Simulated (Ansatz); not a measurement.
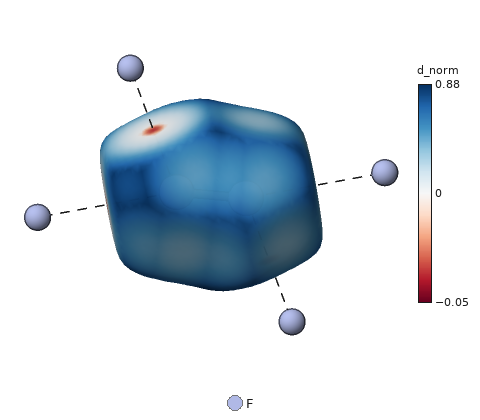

Hirshfeld surface computed for the F$_{2}$ molecule in F in space group C2/c, coloured by d_norm. Dashed lines lead to the closest neighbours outside.

The surface is where the fragment's share of the procrystal density (the sum of the densities of spherically averaged neutral Hartree-Fock atoms) equals one half. d_i and d_e are the distances from the surface to the nearest nucleus inside and outside; d_norm adds both, each measured against its van der Waals radius (Alvarez: F 1.46 Å), so red marks contacts shorter than the sum of radii, white equal and blue longer.

Origin of the cell: the input geometry of an electronic-structure calculation (not necessarily at equilibrium).

```xyz
8
Lattice="6.1337 0.0000 0.0000 0.0000 3.6913 0.0000 -0.9955 0.0000 6.8800" Properties=species:S:1:pos:R:3 pbc="T T T"
F     4.5380    3.0686    0.6388
F     1.0979    3.0686    2.8012
F     0.6002    0.6227    6.2412
F     4.0402    0.6227    4.0788
F     1.4712    1.2229    0.6388
F     4.1648    1.2229    2.8012
F     3.6670    2.4683    6.2412
F     0.9734    2.4683    4.0788
```

Q: Which contact with the surroundings is the closest relative to the atoms' sizes?

A: F···F at 2.87 Å, 98 % of the sum of the van der Waals radii.

Q: How is the surface shared among contacts (both directions of a pair summed)?

A: F···F 100 %.

Q: Give the size and shape of the surface.

A: It encloses about 37.0 Å³, has an area of about 57 Å² and a globularity of 0.95 (1 for a sphere).
